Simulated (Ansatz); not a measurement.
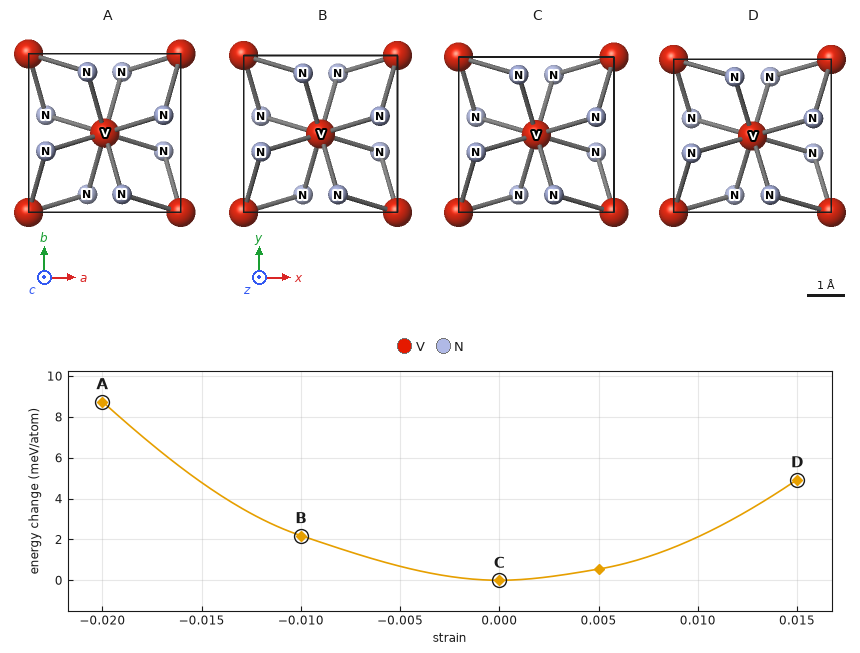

A crystal of VN$_{2}$ (I4/mcm): the cell is strained along x and oppositely along y, with the atoms kept at their fractional coordinates. x, y and z are the Cartesian axes of the input. The lettered frames are marked on the plot. Style: ball-and-stick. Shown: the conventional cell (2 times the calculation's cell), along the c axis. Lengths and directions refer to the drawn axes.

Method: DFT PBE, scalar-relativistic, plane waves, PAW (Ansatz). (plane-wave cutoff 420 eV; k-point mesh 16 × 16 × 16; occupations gaussian; smearing width 0.15 eV; no spin polarisation). Energies (free energies at the smearing named) are counted from the relaxed crystal.

What does the scan show?

The lowest computed point lies at the strain 0.00 (0.0 meV/atom). At the ends of the scan the energy is 8.8 meV/atom (−0.02) and 4.9 meV/atom (0.015). The curvature at zero strain, (1/V) d²E/dε², is about 910 GPa; it is C₁₁ + C₂₂ − 2C₁₂ with clamped ions. The distortion takes the space group from I4/mcm to Ibam. At the strain −0.02 the cell of the drawing goes a 4.307 → 4.221 Å, b 4.307 → 4.393 Å.
